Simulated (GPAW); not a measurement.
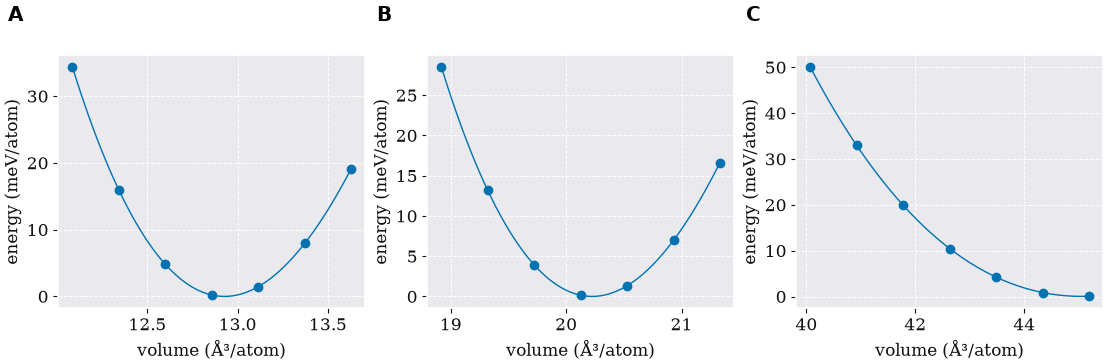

Each panel shows the energy against volume for one of these solids: BaTiO₃, P4mm (No. 99); I, Cmce (No. 64); Si, P6_3/mmc (No. 194).

Computed with GPAW 26.7.0: PAW DFT in plane waves, on a grid or in atomic orbitals, no spin polarisation; energies at scaled volumes of the given cell, shape and fractions fixed, counted from the fit's minimum, third-order Birch-Murnaghan fit. Level: r2SCAN.

### Match the panels to the solids.

A is BaTiO₃ (energy from 0.21 meV/atom to 34.34 meV/atom, V0 12.93 Å³/atom, B0 177 GPa); B is Si (energy from 0.15 meV/atom to 28.51 meV/atom, V0 20.23 Å³/atom, B0 96.3 GPa); C is I (energy from 0.03 meV/atom to 50.07 meV/atom, V0 45.05 Å³/atom, B0 23 GPa).

For BaTiO₃, limits of the calculation: the fit and the printed pressures don't fully agree, or the minimum lies near the end of the range; shape and atomic fractions are frozen while scaling, which makes layered, chain and framework solids too stiff.

For I, limits of the calculation: the fit and the printed pressures don't fully agree, or the minimum lies near the end of the range; shape and atomic fractions are frozen while scaling, which makes layered, chain and framework solids too stiff.

For Si, limits of the calculation: the fit and the printed pressures don't fully agree, or the minimum lies near the end of the range; shape and atomic fractions are frozen while scaling, which makes layered, chain and framework solids too stiff.
